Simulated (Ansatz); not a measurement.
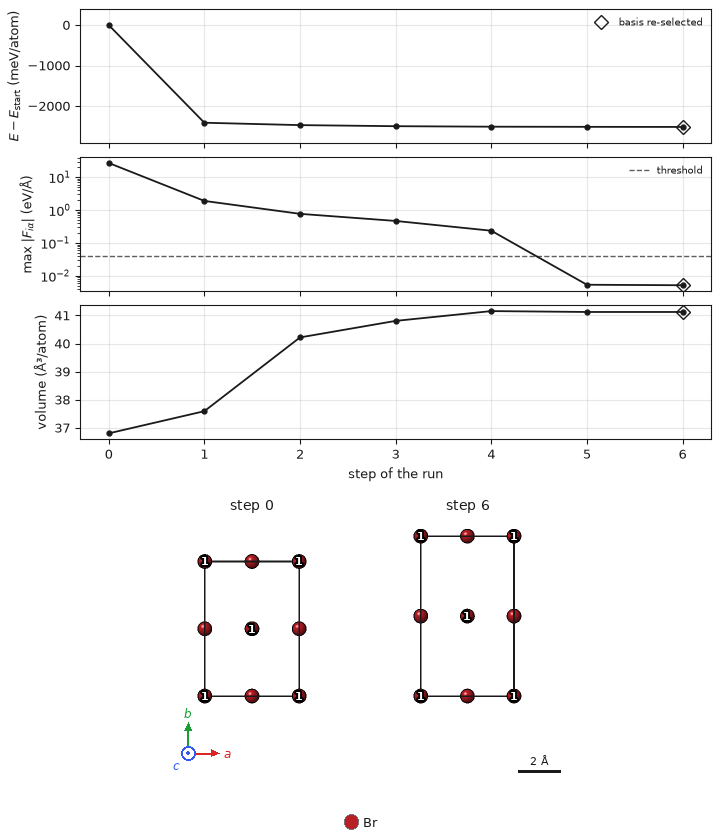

First and last geometry of a relaxation of crystalline Br (built on the O_69 type) (coarse preliminary run), with the history of the run. A ball-and-stick model of the conventional cell (4 times the calculation's cell), seen along the c axis. Lengths and directions refer to the drawn axes.

Case: O type (Fmmm, No. 69).

Level of theory: DFT PBE, scalar-relativistic, plane waves, PAW (Ansatz).

The input:
```yaml
crystal:
  lattice:
    - [0.0, 3.2094605583, 5.0936699715]
    - [2.2512898941, 0.0, 5.0936699715]
    - [2.2512898941, 3.2094605583, 0.0]
  atoms:
    - { symbol: Br, position: [0.0871, 0.0871, 0.9129] }
    - { symbol: Br, position: [0.9129, 0.9129, 0.0871] }
basis:
  ecutwfc: 420
kpoints:
  mp_grid: { grid: [6, 6, 6] }
hamiltonian:
  xc: pbe
scf:
  occupations: { method: gaussian, width: 0.1 }
  lower_state_search: "off"
output:
  forces: true
  stress: true
  eigenvalues: true
relax:
  adjacent_minimum: "off"
  f_tol: 0.04
  max_steps: 70
  cell: { stress_tol: 0.4 }
```

**Read the history and describe the run.**

It converged. The largest moves relative to the cell, 0.33 Å, are those of Br1 and Br2. Br2 goes along −c. The drawn cell changes as follows: a 4.503 → 4.446 Å (−1.3 %), b 6.419 → 7.629 Å (+18.8 %), c 10.187 → 9.699 Å (−4.8 %); the volume changes by +11.7 %. Among the contacts that change: Br1–Br2 4.011 → 3.348 Å, Br1–Br2 (another image) 1.775 → 2.346 Å. The space group stays Fmmm (No. 69). The energy falls by 2517 meV per atom in 5 accepted moves (6 points after the start). The largest force component goes from 27 to 0.0052 eV/Å. The pressure goes from 36.07 to 0.02 GPa. At 1 point the geometry stayed and the basis and grid were re-selected for the new cell (energy shift of 2.5 meV per atom at most each time).

| step | E − E(0), meV/atom | largest force component, eV/Å | pressure, GPa | volume, Å³/atom | note |
| --- | --- | --- | --- | --- | --- |
| 0 | 0.00 | 27.2759 | 36.07 | 36.804 |  |
| 1 | -2412.55 | 1.9125 | 3.68 | 37.593 |  |
| 2 | -2471.32 | 0.7741 | 1.36 | 40.219 |  |
| 3 | -2498.08 | 0.4705 | 0.72 | 40.808 |  |
| 4 | -2510.26 | 0.2373 | 0.42 | 41.157 |  |
| 5 | -2514.13 | 0.0054 | -0.08 | 41.125 |  |
| 6 | -2516.61 | 0.0052 | 0.02 | 41.125 | same geometry, new basis |
